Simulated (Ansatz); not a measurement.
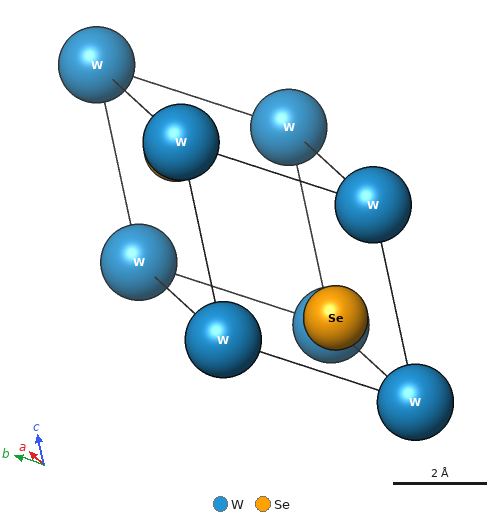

View from a general direction, drawn as a spheres-only model. Thin lines show the simulation cell, with boundary atoms drawn in all their periodic places.

Input
```yaml
crystal:
  lattice:
    - [0.0, 3.0821475379, 3.0821475379]
    - [3.0821475379, 0.0, 3.0821475379]
    - [3.0821475379, 3.0821475379, 0.0]
  atoms:
    - { symbol: W, position: [0.0, 0.0, 0.0] }
    - { symbol: Se, position: [0.75, 0.75, 0.75] }
    - { symbol: Se, position: [0.25, 0.25, 0.25] }
kpoints:
  mp_grid: { grid: [8, 8, 8] }
  band_path:
    path:
      - [0.0, 0.0, 0.0]
      - [0.5, 0.0, 0.5]
      - [0.625, 0.25, 0.625]
      - [0.375, 0.375, 0.75]
      - [0.5, 0.5, 0.5]
      - [0.5, 0.25, 0.75]
    npoints: 1
hamiltonian:
  xc: r2scan
  dispersion: rvv10
scf:
  occupations: { method: fermi_dirac, width: 0.03 }
  n_extra_bands: 4
output:
  forces: true
  stress: true
  eigenvalues: true
```
Run as:
```sh
ansatz run input.yaml --threads 2 --pin off --max-ram 2211MiB --backend cpu --events-out ev --progress --plain --runs-dir out
```

Level of theory and settings: DFT, r2SCAN+rVV10, plane waves, PAW (Ansatz 0.2.0), a kinetic-energy cutoff of 500 eV, an 8×8×8 k-point grid, Fermi-Dirac smearing of 0.03 eV, no spin polarisation.

### What does the calculation say: metal or gapped?

A metal: bands cross the Fermi level.

### State the hydrostatic pressure.

The computed pressure is -1.0 GPa (stretched: it would shrink).

The cell started as a structure type filled with these elements by a generator (whether the compound takes this form wasn't checked). Earlier steps of the study may have refined or changed the cell and positions. It was run through Ansatz as a DFT input.
